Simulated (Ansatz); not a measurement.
## Band-structure calculation, with input and output: Sn3O4 (part 2 of 2)

The same run, continued: Sn3O4 (14 atoms in the cell); DFT r2SCAN, scalar-relativistic, plane waves, PAW, no spin polarisation (Ansatz 0.2.0); cutoff 500 eV, 6×6×6 k-mesh, Gaussian smearing of 0.1 eV. The structure derives from a Materials Project entry.

Geometry of the input (Å; fractional positions):
```
7.1965  0.0000  0.0066
0.0000  5.8454  0.0000
-0.0069  0.0000  6.0986
Sn 0.7990  0.5000  0.2500
Sn 0.2010  0.5000  0.2500
Sn 0.2010  0.5000  0.7500
Sn 0.7990  0.5000  0.7500
Sn 0.5000  0.0000  0.0000
Sn 0.5000  0.0000  0.5000
O  0.7200  0.2740  1.0000
O  0.2800  0.2740  0.5000
O  0.2800  0.7260  -0.0000
O  0.7200  0.7260  0.5000
O  0.2797  0.2738  -0.0000
O  0.7203  0.2738  0.5000
O  0.7203  0.7262  1.0000
O  0.2797  0.7262  0.5000
```

## Output, continued
```
  k-point 1: bands = ["-15.9868", "-15.9608", "-15.8301", "-15.6718", "-15.5708", "-15.4458", "-15.4291", "-15.4168", "-15.4065", "-15.2846", "-15.2793", "-15.2625", "-15.2477", "-15.2088", "-15.1893", "-15.1829", "-15.1603", "-15.1332", "-15.0739", "-15.0499", "-14.8582", "-14.8264", "-14.8015", "-14.6736", "-14.6644", "-14.6620", "-14.6592", "-14.5538", "-14.5499", "-14.5313", "-12.8762", "-12.6366", "-12.3616", "-12.2828", "-12.0312", "-11.5948", "-10.9787", "-10.6195", "-2.5716", "-1.5365", "-0.5208", "-0.4740", "-0.2853", "0.8951", "1.1033", "1.6776", "1.9387", "1.9448", "1.9697", "2.9346", "3.1343", "3.1476", "3.3335", "3.5185", "3.6037", "4.2047", "4.3001", "4.3227", "4.3346", "4.4434", "4.6988", "4.9521", "5.0542", "5.2229", "5.5721", "6.8784", "7.8922", "8.0802", "9.9107", "10.0026", "10.0801", "10.7553", "11.4169", "12.7587", "12.9477", "13.1591", "13.4794", "13.4913", "14.3285", "14.4329", "14.4629", "14.5883", "14.9484", "15.1939", "15.8176", "16.2579", "16.3754", "16.5671", "17.1220", "17.2966", "18.0016", "18.2522", "18.5563", "18.6378", "18.7199", "18.8203", "19.4362", "19.9081", "20.4147", "20.5611", "21.2435"]
  k-point 2: bands = ["-15.8837", "-15.8546", "-15.7502", "-15.5883", "-15.5797", "-15.5588", "-15.5346", "-15.4384", "-15.3995", "-15.3086", "-15.2895", "-15.2856", "-15.2502", "-15.2071", "-15.2013", "-15.1900", "-15.1624", "-15.1598", "-15.1353", "-15.1183", "-14.8369", "-14.8080", "-14.7633", "-14.6709", "-14.6647", "-14.6414", "-14.6365", "-14.5926", "-14.5776", "-14.5734", "-12.7770", "-12.5658", "-12.4815", "-12.3624", "-11.7927", "-11.3799", "-11.1902", "-10.8199", "-2.3373", "-1.6276", "-0.4172", "-0.2929", "-0.2378", "0.7277", "1.1045", "2.0306", "2.0380", "2.0798", "2.3703", "2.3910", "2.7977", "2.8309", "3.3938", "3.5092", "3.6881", "3.7250", "4.0715", "4.1429", "4.2182", "4.3074", "4.7512", "4.8971", "5.0887", "5.1854", "5.4903", "6.6240", "8.5982", "9.6465", "9.8313", "10.2428", "10.7316", "10.8860", "11.7837", "12.3162", "12.7301", "13.0636", "13.2057", "13.5411", "13.8514", "13.8618", "14.0922", "14.3529", "14.4187", "14.6444", "15.1468", "16.4100", "16.6971", "16.7424", "17.2774", "17.6570", "18.4165", "18.4654", "18.4829", "18.6775", "18.9934", "19.2290", "19.6501", "19.7318", "20.9562", "21.0074", "21.0542"]
  k-point 79: bands = ["-15.7079", "-15.7079", "-15.6959", "-15.6959", "-15.6681", "-15.6681", "-15.4827", "-15.4827", "-15.3608", "-15.3608", "-15.2914", "-15.2914", "-15.2089", "-15.2089", "-15.2009", "-15.2009", "-15.1992", "-15.1992", "-15.1486", "-15.1486", "-14.8933", "-14.8933", "-14.6675", "-14.6675", "-14.6459", "-14.6459", "-14.6105", "-14.6105", "-14.6050", "-14.6050", "-12.5130", "-12.5130", "-12.2174", "-12.2174", "-11.5483", "-11.5483", "-11.4724", "-11.4724", "-1.0021", "-1.0021", "-0.1868", "-0.1868", "-0.1331", "-0.1331", "1.5066", "1.5066", "1.9880", "1.9880", "2.3659", "2.3659", "2.5606", "2.5606", "3.0972", "3.0972", "3.2368", "3.2368", "3.2542", "3.2542", "4.3505", "4.3505", "4.4873", "4.4873", "5.6859", "5.6859", "6.6688", "6.6688", "9.2417", "9.2417", "11.3330", "11.3330", "11.7143", "11.7143", "11.8220", "11.8220", "12.0972", "12.0972", "12.6779", "12.6779", "13.3468", "13.3468", "13.8581", "13.8581", "15.4996", "15.4996", "16.6538", "16.6538", "17.5284", "17.5284", "17.7191", "17.7191", "18.2117", "18.2117", "18.5204", "18.5204", "18.5282", "18.5282", "20.4173", "20.4173", "20.4767", "20.4767", "20.6557"]
--- Löwdin populations: 14 sites ---
  site symbol       q [e]
     0     Sn     12.6814
     1     Sn     12.6814
     2     Sn     12.6814
     3     Sn     12.6814
     4     Sn     12.9959
     5     Sn     12.9959
     6      O      6.8218
     7      O      6.8218
     8      O      6.8218
     9      O      6.8218
    10      O      6.8219
    11      O      6.8219
    12      O      6.8219
    13      O      6.8219
  spilling = 0.005363 (of n_electrons = 132.000000)
```

## File populations.tsv
```
# site	symbol	l	j	q
# orbitals = lowdin
# n_electrons = 132.000000
# spilling = 0.005363
0	Sn	0_5S	-	1.099000
0	Sn	1_5P	-	1.591671
0	Sn	2_4D	-	9.990742
1	Sn	0_5S	-	1.099000
1	Sn	1_5P	-	1.591671
1	Sn	2_4D	-	9.990742
2	Sn	0_5S	-	1.099000
2	Sn	1_5P	-	1.591671
2	Sn	2_4D	-	9.990742
3	Sn	0_5S	-	1.099000
3	Sn	1_5P	-	1.591671
3	Sn	2_4D	-	9.990742
4	Sn	0_5S	-	1.310343
4	Sn	1_5P	-	1.690705
4	Sn	2_4D	-	9.994824
5	Sn	0_5S	-	1.310343
5	Sn	1_5P	-	1.690705
5	Sn	2_4D	-	9.994824
6	O	0_2S	-	1.780247
6	O	1_2P	-	5.041556
7	O	0_2S	-	1.780247
7	O	1_2P	-	5.041556
8	O	0_2S	-	1.780247
8	O	1_2P	-	5.041556
9	O	0_2S	-	1.780247
9	O	1_2P	-	5.041556
10	O	0_2S	-	1.780374
10	O	1_2P	-	5.041485
11	O	0_2S	-	1.780374
11	O	1_2P	-	5.041485
12	O	0_2S	-	1.780374
12	O	1_2P	-	5.041485
13	O	0_2S	-	1.780374
13	O	1_2P	-	5.041485
```

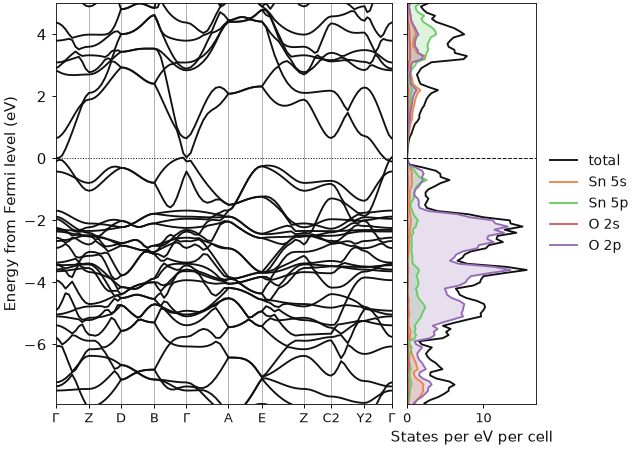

*Band structure along Γ–Z–D–B–Γ–A–E–Z–C2–Y2–Γ and density of states (projected on Löwdin-orthogonalised atomic shells), with energies from the Fermi level.*

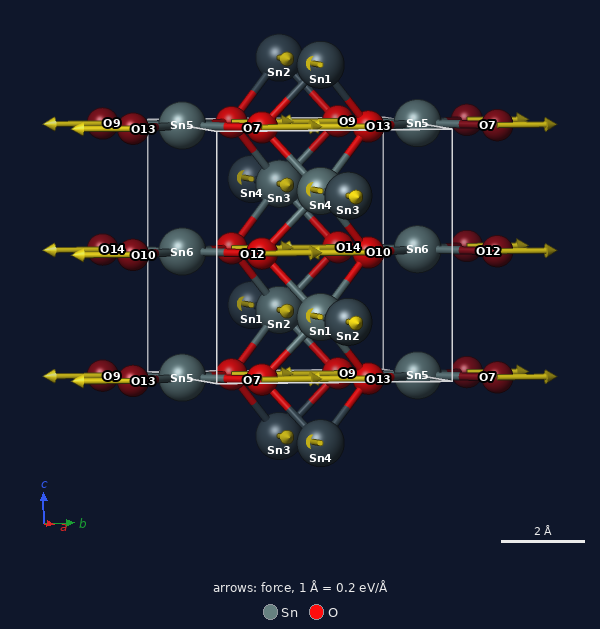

*Forces on the atoms as yellow arrows (ball-and-stick view of the cell of the calculation, seen at an oblique angle; neighbours outside the cell are drawn fainter; atoms are numbered from 1 in the order of the input).*

The largest act on all 8 O atoms (0.31 eV/Å); Sn1, Sn2, Sn3, Sn4 (0.22 eV/Å). The geometry is not a stationary point of this energy.

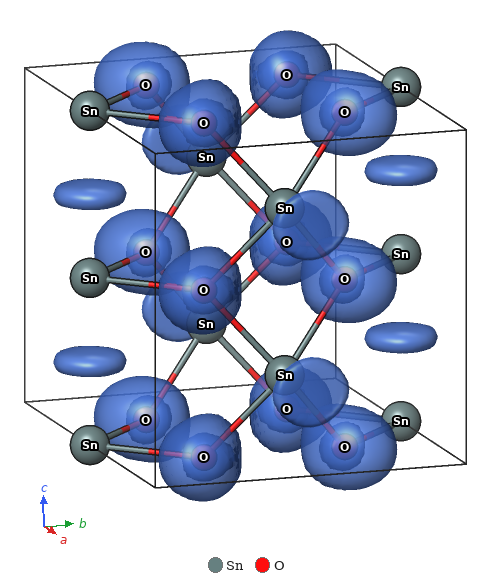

*Isosurface of the ELF at 0.75 (blue), seen slightly off an axis. Only the valence region is drawn (cores and ρ < 0.01 e/Å³ removed). Sticks mark near contacts. The outline is the calculation cell.*

Values along the shortest contacts: Sn–O (2.10 Å): the ELF is about 0.25 at the midpoint. Sn–Sn (2.89 Å): the ELF peaks at about 0.80 between the atoms, as expected for localised, shared-pair bonding. In a PAW calculation such maps are meaningful between the atoms, not at the nuclei.

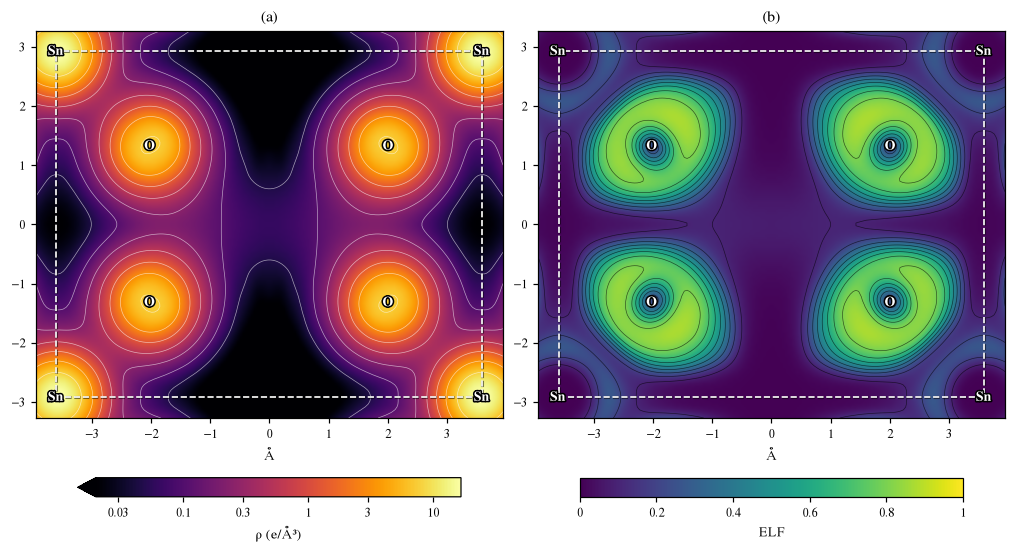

*(a) valence charge density (pseudo); (b) ELF on the (001) plane of the calculation cell.*

The plane passes through Sn and O nuclei. Sn–O (2.25 Å): the density is about 0.43 e/Å³ at the midpoint; the ELF peaks at about 0.85 in the valence shell of O, 0.6 Å from its nucleus, and drops to about 0.15 between the two atoms. Away from the nuclei the density in this plane falls to 0.002 e/Å³ at its lowest.

## Summary

| quantity | value |
| --- | --- |
| outcome | converged |
| space group (tolerance 0.01 Å) | Pmmm (47) |
| electrons treated | 132 |
| free energy | −40777.4292 eV |
| Fermi energy | 6.921 eV |
| gap on the k-point mesh | 0.07 eV |
| pressure | −4.60 GPa |
| largest force (length of the vector) | 0.307 eV/Å |
| hardware | 4 threads of Arm Neoverse V1, 24 GiB of memory available, shared host |
| wall time | 5.2 min (CPU time 21 min) |
| peak memory | 4.2 GiB |
